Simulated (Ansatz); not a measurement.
MoH$_{2}$

Input

```
crystal:
  lattice:
    - [0.0, 2.197257787, 2.197257787]
    - [2.197257787, 0.0, 2.197257787]
    - [2.197257787, 2.197257787, 0.0]
  atoms:
    - { symbol: Mo, position: [0.0, 0.0, 0.0] }
    - { symbol: H, position: [0.25, 0.25, 0.25] }
    - { symbol: H, position: [0.75, 0.75, 0.75] }
basis:
  ecutwfc: 500
kpoints:
  mp_grid: { grid: [16, 16, 16] }
hamiltonian:
  xc: r2scan
scf:
  occupations: { method: gaussian, width: 0.1 }
output:
  forces: true
  stress: true
  eigenvalues: true
  write_density: true
  write_potential: true
  elf: true
  volumetric_format: npy
relax:
  adjacent_minimum: "off"
  f_tol: 0.01
  max_steps: 60
  cell: { stress_tol: 0.1 }
```

Launched as:

```sh
ansatz run input.yaml --threads 1 --pin off --max-ram 2560MiB --backend cpu --events-out ev --progress --plain --runs-dir out
```

Below, planes, directions and counts refer to the conventional cell (a = 4.39 Å, b = 4.39 Å, c = 4.39 Å, α = 90.00°, β = 90.00°, γ = 90.00°).

Space group Fm-3m; computed without spin polarisation.

All numbers below come from Ansatz, DFT r2SCAN, scalar-relativistic, plane waves, PAW.

The density is the valence pseudo-density of a PAW calculation; it isn't the true density close to the nuclei.

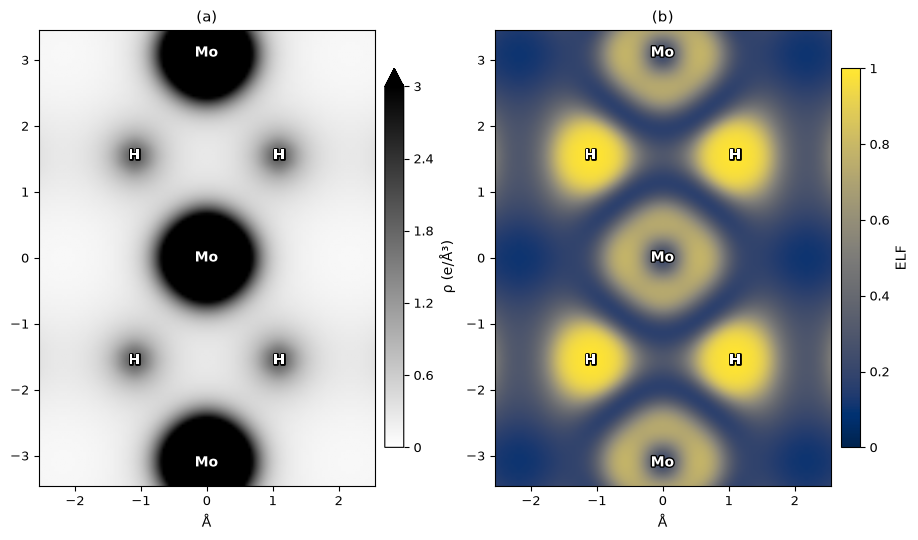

Figure 1. (a) valence electron density; (b) electron localisation function on the (110) plane of the conventional cell.

**Interpret the plot.**

The plane passes through Mo and H nuclei. Mo–H (1.90 Å): the density is about 0.78 e/Å³ at the midpoint; the ELF climbs to about 1 towards the hydrogen. Between the atoms the lowest density in this plane is 0.09 e/Å³. The features right at Mo lie inside the PAW spheres, where the map follows smoothed inner orbitals and isn't to be read closely.

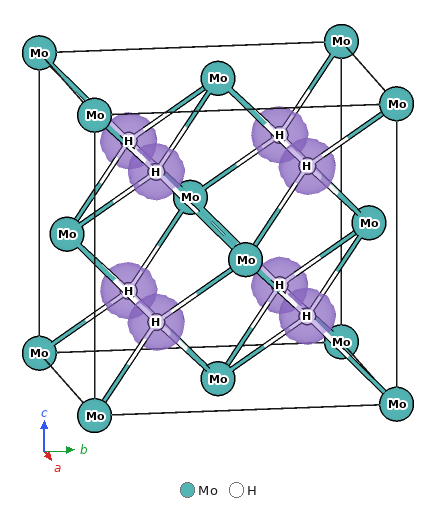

Figure 2. Isosurface of the ELF at 0.9 (purple), seen slightly off an axis. Core shells and regions of very low density are left out. Sticks mark near contacts.

**Where are the electrons localised?**

At this value the surface marks out eight regions around hydrogen nuclei, counted in one cell of 12 atoms. Any copies at cell faces, edges or corners count once.

**Does the calculation give a band gap?**

It is metallic or semimetallic at this level of theory: no gap opens.
